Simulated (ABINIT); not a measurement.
**Dielectric calculation, with input and output: Si (part 2 of 2)**

The same run, continued: Si (P6₃/mmc, 4 atoms in the cell); Kohn-Sham DFT of a periodic cell, LDA, PseudoDojo NC SR LDA v0.4.1 standard, no spin polarisation (ABINIT 10.8.3); cutoff 380.96 eV, 6×6×4 k-mesh, fixed occupations. The structure derives from a Materials Project entry. The settings are looser than a standard set-up, so the numbers are not reference values.

Geometry of the input (Å; fractional positions):
```
3.8313  0.0000  0.0000
-1.9157  3.3180  0.0000
0.0000  0.0000  6.3326
Si 0.6667  0.3333  0.9370
Si 0.3333  0.6667  0.4370
Si 0.6667  0.3333  0.5630
Si 0.3333  0.6667  0.0630
```

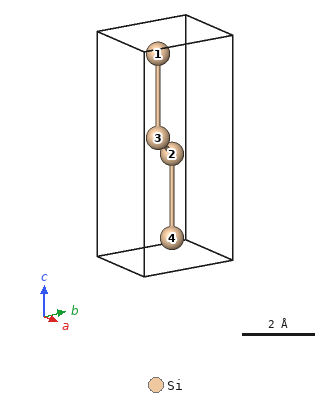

**Figure 1.** The structure (ball-and-stick view of the cell of the calculation, seen slightly off an axis; atoms are numbered from 1 in the order of the input). An atom can appear more than once, as a periodic image.

Output, continued
```
 Exchange-correlation functional for the present dataset will be:
  LDA: Perdew-Wang 92 LSD fit to Ceperley-Alder data - ixc=7
  J.P.Perdew and Y.Wang, PRB 45, 13244 (1992)

 Real(R)+Recip(G) space primitive vectors, cartesian coordinates (Bohr,Bohr^-1):
 R(1)=  7.2401407  0.0000000  0.0000000  G(1)=  0.1381189  0.0797430  0.0000000
 R(2)= -3.6200704  6.2701458  0.0000000  G(2)=  0.0000000  0.1594859  0.0000000
 R(3)=  0.0000000  0.0000000 11.9669212  G(3)=  0.0000000  0.0000000  0.0835637
 Unit cell volume ucvol=  5.4325918E+02 bohr^3
 Angles (23,13,12)=  9.00000000E+01  9.00000000E+01  1.20000000E+02 degrees
 setup1 : take into account q-point for computing boxcut.

 getcut: wavevector=  0.0000  0.0000  0.0000  ngfft=  27  27  45
         ecut(hartree)=     14.000   => boxcut(ratio)=   2.13415
--------------------------------------------------------------------------------

 ==>  initialize data related to q vector <==

 The list of irreducible perturbations for this q vector is:
    1)    idir= 1    ipert=   5
    2)    idir= 2    ipert=   5
    3)    idir= 3    ipert=   5

================================================================================

--------------------------------------------------------------------------------
 Perturbation wavevector (in red.coord.)   0.000000  0.000000  0.000000
 Perturbation : derivative vs k along direction   1
 The set of symmetries contains only one element for this perturbation.
 symkpt : not enough symmetry to change the number of k points.

--------------------------------------------------------------------------------

--------------------------------------------------------------------------------

 Initialisation of the first-order wave-functions :
  ireadwf=   0

--- !BeginCycle
iteration_state: {dtset: 2, }
solver: {iscf: -3, nstep: 80, nline: 4, wfoptalg: 0, }
tolerances: {tolwfr: 1.00E-18, }
...

     iter   2DEtotal(Ha)        deltaE(Ha) residm    vres2
-ETOT  1  -16.314801452882     -1.631E+01 2.099E-01 0.000E+00
 ETOT  2  -16.358718394714     -4.392E-02 1.967E-03 0.000E+00
 ETOT  3  -16.359103330281     -3.849E-04 2.996E-05 0.000E+00
 ETOT  4  -16.359110304471     -6.974E-06 7.910E-07 0.000E+00
 ETOT  5  -16.359110475572     -1.711E-07 2.577E-08 0.000E+00
 ETOT  6  -16.359110480564     -4.992E-09 1.149E-09 0.000E+00
 ETOT  7  -16.359110480726     -1.621E-10 3.794E-11 0.000E+00
 ETOT  8  -16.359110480732     -5.670E-12 1.798E-12 0.000E+00
 ETOT  9  -16.359110480732     -2.167E-13 6.180E-14 0.000E+00
 ETOT 10  -16.359110480732     -2.132E-14 2.865E-15 0.000E+00
 ETOT 11  -16.359110480732      1.776E-14 1.031E-16 0.000E+00
 ETOT 12  -16.359110480732      1.776E-14 4.722E-18 0.000E+00
 ETOT 13  -16.359110480732     -3.553E-15 9.972E-19 0.000E+00

 At SCF step   13   max residual=  9.97E-19 < tolwfr=  1.00E-18 =>converged.
================================================================================

 ----iterations are completed or convergence reached----

 Mean square residual over all n,k,spin=   50.976E-20; max=  99.722E-20
 dfpt_looppert : ek2=    3.2133234196E+01
          f-sum rule ratio=    1.0706725710E+00
 Expectation of eigenvalue derivatives (hartree) for nkpt=  72  k points:
  (in case of degenerate eigenvalues, averaged derivative)
 kpt#   1, nband=  8, wtk=  0.01389, kpt=  0.0000  0.0000  0.1250 (reduced coord)
   0.00000   -0.00000   -0.00000    0.00000    0.00000   -0.00000    0.00000    0.00000
 prteigrs : prtvol=0 or 1, do not print more k-points.

 2DEtotal=   -0.1635911048E+02 Ha. Also 2DEtotal=   -0.445154073932E+03 eV
    (  non-var. 2DEtotal :   -1.6359110478E+01 Ha)

--------------------------------------------------------------------------------
 Perturbation wavevector (in red.coord.)   0.000000  0.000000  0.000000
 Perturbation : derivative vs k along direction   2
 The set of symmetries contains only one element for this perturbation.
 symkpt : not enough symmetry to change the number of k points.

--------------------------------------------------------------------------------

--------------------------------------------------------------------------------

 Initialisation of the first-order wave-functions :
  ireadwf=   0

--- !BeginCycle
iteration_state: {dtset: 2, }
solver: {iscf: -3, nstep: 80, nline: 4, wfoptalg: 0, }
tolerances: {tolwfr: 1.00E-18, }
...

     iter   2DEtotal(Ha)        deltaE(Ha) residm    vres2
-ETOT  1  -16.316950832745     -1.632E+01 2.647E-01 0.000E+00
 ETOT  2  -16.358746941385     -4.180E-02 2.103E-03 0.000E+00
 ETOT  3  -16.359103769684     -3.568E-04 3.292E-05 0.000E+00
 ETOT  4  -16.359110308821     -6.539E-06 7.910E-07 0.000E+00
 ETOT  5  -16.359110471969     -1.631E-07 2.577E-08 0.000E+00
 ETOT  6  -16.359110476808     -4.838E-09 1.149E-09 0.000E+00
 ETOT  7  -16.359110476967     -1.590E-10 3.794E-11 0.000E+00
 ETOT  8  -16.359110476972     -5.631E-12 1.798E-12 0.000E+00
 ETOT  9  -16.359110476972     -2.345E-13 6.180E-14 0.000E+00
 ETOT 10  -16.359110476972      2.842E-14 2.865E-15 0.000E+00
 ETOT 11  -16.359110476972      0.000E+00 1.031E-16 0.000E+00
 ETOT 12  -16.359110476972      1.421E-14 4.722E-18 0.000E+00
 ETOT 13  -16.359110476972      0.000E+00 9.972E-19 0.000E+00

 At SCF step   13   max residual=  9.97E-19 < tolwfr=  1.00E-18 =>converged.
================================================================================

 ----iterations are completed or convergence reached----

 Mean square residual over all n,k,spin=   50.801E-20; max=  99.722E-20
 dfpt_looppert : ek2=    3.2133234195E+01
          f-sum rule ratio=    1.0706725709E+00
 Expectation of eigenvalue derivatives (hartree) for nkpt=  72  k points:
  (in case of degenerate eigenvalues, averaged derivative)
 kpt#   1, nband=  8, wtk=  0.01389, kpt=  0.0000  0.0000  0.1250 (reduced coord)
   0.00000    0.00000   -0.00000   -0.00000   -0.00000   -0.00000    0.00000    0.00000
 prteigrs : prtvol=0 or 1, do not print more k-points.

 2DEtotal=   -0.1635911048E+02 Ha. Also 2DEtotal=   -0.445154073830E+03 eV
    (  non-var. 2DEtotal :   -1.6359110475E+01 Ha)

--------------------------------------------------------------------------------
 Perturbation wavevector (in red.coord.)   0.000000  0.000000  0.000000
 Perturbation : derivative vs k along direction   3
 The set of symmetries contains only one element for this perturbation.
 symkpt : not enough symmetry to change the number of k points.

--------------------------------------------------------------------------------

--------------------------------------------------------------------------------

 Initialisation of the first-order wave-functions :
  ireadwf=   0

--- !BeginCycle
iteration_state: {dtset: 2, }
solver: {iscf: -3, nstep: 80, nline: 4, wfoptalg: 0, }
tolerances: {tolwfr: 1.00E-18, }
...

     iter   2DEtotal(Ha)        deltaE(Ha) residm    vres2
-ETOT  1  -4.2260640556127     -4.226E+00 4.518E-02 0.000E+00
 ETOT  2  -4.2363470039412     -1.028E-02 9.185E-04 0.000E+00
 ETOT  3  -4.2364231911615     -7.619E-05 6.654E-06 0.000E+00
 ETOT  4  -4.2364242989771     -1.108E-06 3.081E-07 0.000E+00
 ETOT  5  -4.2364243210196     -2.204E-08 2.490E-09 0.000E+00
 ETOT  6  -4.2364243215002     -4.807E-10 1.571E-10 0.000E+00
 ETOT  7  -4.2364243215112     -1.099E-11 1.359E-12 0.000E+00
 ETOT  8  -4.2364243215115     -2.540E-13 8.528E-14 0.000E+00
 ETOT  9  -4.2364243215115     -6.217E-15 7.700E-16 0.000E+00
 ETOT 10  -4.2364243215115     -8.882E-16 4.853E-17 0.000E+00
 ETOT 11  -4.2364243215115     -8.882E-16 9.757E-19 0.000E+00

 At SCF step   11   max residual=  9.76E-19 < tolwfr=  1.00E-18 =>converged.
================================================================================

 ----iterations are completed or convergence reached----

 Mean square residual over all n,k,spin=   51.006E-20; max=  97.571E-20
 dfpt_looppert : ek2=    8.8215489760E+00
          f-sum rule ratio=    1.0088043032E+00
 Expectation of eigenvalue derivatives (hartree) for nkpt=  72  k points:
  (in case of degenerate eigenvalues, averaged derivative)
 kpt#   1, nband=  8, wtk=  0.01389, kpt=  0.0000  0.0000  0.1250 (reduced coord)
   0.02965   -0.10395    0.15969    0.02294    0.02294   -0.27173   -0.05430   -0.05430
 prteigrs : prtvol=0 or 1, do not print more k-points.

 2DEtotal=   -0.4236424322E+01 Ha. Also 2DEtotal=   -0.115278978515E+03 eV
    (  non-var. 2DEtotal :   -4.2364243199E+00 Ha)
================================================================================

 ---- first-order wavefunction calculations are completed ----

 Total localisation tensor (bohr^2) in cartesian coordinates
  WARNING : still subject to testing - especially symmetries.
      direction              matrix element
   alpha     beta       real part   imaginary part
     1        1       5.0226684656    0.0000000000
     1        2      -1.7399033926    0.0000000000
     1        3       0.0000000000    0.0000000000
     2        1      -1.7399033926    0.0000000000
     2        2       3.0136010762   -0.0000000000
     2        3       0.0000000000    0.0000000000
     3        1       0.0000000000    0.0000000000
     3        2       0.0000000000    0.0000000000
     3        3       2.7666352087   -0.0000000000

 respfn : d/dk was computed, but no 2DTE, so no DDB output.

================================================================================
== DATASET  3 ==================================================================

--- !DatasetInfo
iteration_state: {dtset: 3, }
dimensions: {natom: 4, nkpt: 72, mband: 8, nsppol: 1, nspinor: 1, nspden: 1, mpw: 1377, }
cutoff_energies: {ecut:  14.0, pawecutdg:  -1.0, }
electrons: {nelect:   1.60000000E+01, charge:   0.00000000E+00, occopt:   1.00000000E+00, tsmear:   1.00000000E-02, }
meta: {optdriver: 1, rfelfd: 3, }
...

 mkfilename : getwfk/=0, take file _WFK from output of DATASET   1.

 mkfilename : getddk/=0, take file _1WF from output of DATASET   2.

 Exchange-correlation functional for the present dataset will be:
  LDA: Perdew-Wang 92 LSD fit to Ceperley-Alder data - ixc=7
  J.P.Perdew and Y.Wang, PRB 45, 13244 (1992)

 Real(R)+Recip(G) space primitive vectors, cartesian coordinates (Bohr,Bohr^-1):
 R(1)=  7.2401407  0.0000000  0.0000000  G(1)=  0.1381189  0.0797430  0.0000000
 R(2)= -3.6200704  6.2701458  0.0000000  G(2)=  0.0000000  0.1594859  0.0000000
 R(3)=  0.0000000  0.0000000 11.9669212  G(3)=  0.0000000  0.0000000  0.0835637
 Unit cell volume ucvol=  5.4325918E+02 bohr^3
 Angles (23,13,12)=  9.00000000E+01  9.00000000E+01  1.20000000E+02 degrees
 setup1 : take into account q-point for computing boxcut.

 getcut: wavevector=  0.0000  0.0000  0.0000  ngfft=  27  27  45
         ecut(hartree)=     14.000   => boxcut(ratio)=   2.13415
--------------------------------------------------------------------------------

 ==>  initialize data related to q vector <==

 The list of irreducible perturbations for this q vector is:
    1)    idir= 1    ipert=   6
    2)    idir= 3    ipert=   6

================================================================================

 The perturbation idir=   2  ipert=   6 is
 symmetric of a previously calculated perturbation.
 So, its SCF calculation is not needed.

--------------------------------------------------------------------------------
 Perturbation wavevector (in red.coord.)   0.000000  0.000000  0.000000
 Perturbation : homogeneous electric field along direction   1
 The set of symmetries contains only one element for this perturbation.
 symkpt : not enough symmetry to change the number of k points.

--------------------------------------------------------------------------------

--------------------------------------------------------------------------------

 Initialisation of the first-order wave-functions :
  ireadwf=   0

--- !BeginCycle
iteration_state: {dtset: 3, }
solver: {iscf: 7, nstep: 80, nline: 4, wfoptalg: 0, }
tolerances: {tolvrs: 1.00E-10, }
...

     iter   2DEtotal(Ha)        deltaE(Ha) residm    vres2
-ETOT  1  -630.40828666540     -6.304E+02 1.528E+01 2.256E+04
 ETOT  2  -653.55028727403     -2.314E+01 2.480E-01 3.155E+02
 ETOT  3  -653.94027426167     -3.900E-01 2.347E-03 9.442E+00
 ETOT  4  -653.94520898873     -4.935E-03 1.216E-04 2.126E+00
 ETOT  5  -653.94600993878     -8.010E-04 3.207E-06 1.103E-01
 ETOT  6  -653.94605192443     -4.199E-05 2.204E-07 8.209E-05
 ETOT  7  -653.94605202689     -1.025E-07 1.200E-08 2.591E-06
 ETOT  8  -653.94605202936     -2.474E-09 2.708E-10 2.177E-07
 ETOT  9  -653.94605202949     -1.293E-10 1.429E-11 1.295E-09
 ETOT 10  -653.94605202950     -5.798E-12 5.045E-13 4.313E-11

 At SCF step   10       vres2   =  4.31E-11 < tolvrs=  1.00E-10 =>converged.
-open ddk wf file :runo_DS2_1WF13
-open ddk wf file :runo_DS2_1WF14
-open ddk wf file :runo_DS2_1WF15
================================================================================

 ----iterations are completed or convergence reached----

 Mean square residual over all n,k,spin=   42.935E-16; max=  50.446E-14

 2DEtotal=   -0.6539460520E+03 Ha. Also 2DEtotal=   -0.177947786058E+05 eV
    (  non-var. 2DEtotal :   -6.5394605132E+02 Ha)

--------------------------------------------------------------------------------
 Perturbation wavevector (in red.coord.)   0.000000  0.000000  0.000000
 Perturbation : homogeneous electric field along direction   3
 The set of symmetries contains only one element for this perturbation.
 symkpt : not enough symmetry to change the number of k points.

--------------------------------------------------------------------------------

--------------------------------------------------------------------------------

 Initialisation of the first-order wave-functions :
  ireadwf=   0

--- !BeginCycle
iteration_state: {dtset: 3, }
solver: {iscf: 7, nstep: 80, nline: 4, wfoptalg: 0, }
tolerances: {tolvrs: 1.00E-10, }
...

     iter   2DEtotal(Ha)        deltaE(Ha) residm    vres2
-ETOT  1  -157.83083476779     -1.578E+02 3.270E+00 4.570E+03
 ETOT  2  -162.93350074564     -5.103E+00 7.775E-02 6.010E+01
 ETOT  3  -163.01202814289     -7.853E-02 6.824E-04 9.805E-01
 ETOT  4  -163.01279003144     -7.619E-04 2.124E-05 2.230E-02
 ETOT  5  -163.01280301267     -1.298E-05 3.558E-07 1.367E-03
 ETOT  6  -163.01280458177     -1.569E-06 1.979E-08 1.300E-05
 ETOT  7  -163.01280459258     -1.082E-08 3.306E-10 7.235E-08
 ETOT  8  -163.01280459270     -1.109E-10 1.349E-11 2.172E-10
 ETOT  9  -163.01280459270     -8.811E-13 1.445E-13 8.865E-13

 At SCF step    9       vres2   =  8.86E-13 < tolvrs=  1.00E-10 =>converged.
-open ddk wf file :runo_DS2_1WF13
-open ddk wf file :runo_DS2_1WF14
-open ddk wf file :runo_DS2_1WF15
================================================================================

 ----iterations are completed or convergence reached----

 Mean square residual over all n,k,spin=   15.918E-16; max=  14.455E-14

 2DEtotal=   -0.1630128046E+03 Ha. Also 2DEtotal=   -0.443580438881E+04 eV
    (  non-var. 2DEtotal :   -1.6301280431E+02 Ha)
================================================================================

 ---- first-order wavefunction calculations are completed ----

 ==> Compute Derivative Database <==
 The violation of the charge neutrality conditions
 by the effective charges is as follows :
    atom        electric field
 displacement     direction
       1               1       -1.130761        0.000000
       1               2        0.000000        0.000000
       1               3        0.000000        0.000000
       2               1        0.000000        0.000000
       2               2       -1.130761        0.000000
       2               3        0.000000        0.000000
       3               1        0.000000        0.000000
       3               2        0.000000        0.000000
       3               3       -0.140869        0.000000

 Effective charge tensors after
 imposition of the charge neutrality (if requested by user),
 and eventual restriction to some part :
   atom    displacement
         1         1    8.881784E-16    0.000000E+00    0.000000E+00
         1         2    5.953078E-16    2.220446E-16    0.000000E+00
         1         3    0.000000E+00    0.000000E+00    0.000000E+00
         2         1   -8.881784E-16    0.000000E+00    0.000000E+00
         2         2   -4.536559E-16   -6.661338E-16    0.000000E+00
         2         3    0.000000E+00    0.000000E+00    0.000000E+00
         3         1   -8.881784E-16    0.000000E+00    0.000000E+00
         3         2   -7.369598E-16    2.220446E-16    0.000000E+00
         3         3    0.000000E+00    0.000000E+00    0.000000E+00
         4         1    8.881784E-16    0.000000E+00    0.000000E+00
         4         2    5.953078E-16    2.220446E-16    0.000000E+00
         4         3    0.000000E+00    0.000000E+00    0.000000E+00
 Now, the imaginary part of the dynamical matrix is zeroed

  Dielectric tensor, in cartesian coordinates,
     j1       j2             matrix element
  dir pert dir pert     real part    imaginary part

   1    6   1    6        16.0639979518        -0.0000000000

   2    6   2    6        16.0639979522        -0.0000000000

   3    6   3    6        14.6782215748        -0.0000000000

  Effective charges, in cartesian coordinates,
  (from electric field response)
   if specified in the inputs, charge neutrality has been imposed
     j1       j2             matrix element
  dir pert dir pert     real part    imaginary part

== END DATASET(S) ==============================================================
================================================================================

 -outvars: echo values of variables after computation  --------
            acell      1.8897261259E+00  1.8897261259E+00  1.8897261259E+00 Bohr
           etotal1    -1.7047401968E+01
           etotal2    -4.2364243215E+00
           etotal3    -1.6301280459E+02
            fcart1    -1.5341085212E-28 -2.4155944576E-29  4.2965136486E-04
                       8.8327460314E-29 -3.4891919938E-29  4.2965136486E-04
                      -6.0434578109E-29  3.9454709470E-28 -4.2965136486E-04
                       1.2551796992E-28 -3.3549923018E-28 -4.2965136486E-04
            fcart3     0.0000000000E+00  0.0000000000E+00  0.0000000000E+00
                       0.0000000000E+00  0.0000000000E+00  0.0000000000E+00
                       0.0000000000E+00  0.0000000000E+00  0.0000000000E+00
                       0.0000000000E+00  0.0000000000E+00  0.0000000000E+00
            rprim      3.8313174605E+00  0.0000000000E+00  0.0000000000E+00
                      -1.9156587303E+00  3.3180182508E+00  0.0000000000E+00
                       0.0000000000E+00  0.0000000000E+00  6.3326220002E+00
           strten1     8.0056305088E-05  8.0056305048E-05  8.2297438040E-05
                       0.0000000000E+00  0.0000000000E+00  2.3002605104E-14
           strten3     0.0000000000E+00  0.0000000000E+00  0.0000000000E+00
                       0.0000000000E+00  0.0000000000E+00  0.0000000000E+00
           xangst      1.9156587302E+00  1.1060060836E+00  5.9336066543E+00
                      -3.3333152863E-11  2.2120121672E+00  2.7672956542E+00
                       1.9156587302E+00  1.1060060836E+00  3.5653263460E+00
                      -3.3333152863E-11  2.2120121672E+00  3.9901534592E-01
             xred      6.6666666667E-01  3.3333333333E-01  9.3699050000E-01
                       3.3333333333E-01  6.6666666667E-01  4.3699050000E-01
                       6.6666666667E-01  3.3333333333E-01  5.6300950000E-01
                       3.3333333333E-01  6.6666666667E-01  6.3009500000E-02
 Calculation completed.
```

Key numbers

```tsv
quantity	value
outcome	converged
space group (tolerance 0.01 Å)	P6₃/mmc (194)
electrons treated	16
free energy	−463.8834 eV
Fermi energy	4.806 eV
pressure	−2.38 GPa
largest force (length of the vector)	0.022 eV/Å
ε∞ (xx, yy, zz)	16.06, 16.06, 14.68
Born charges (mean of the diagonal)	all 4 Si atoms (0.00 e)
wall time	20 s (CPU time 78 s)
peak memory	0.28 GiB
```

Remarks

The settings depart from the standard set-up of this series, which can bear on the numbers. Points of doubt noted for this run: k mesh coarse for field response.
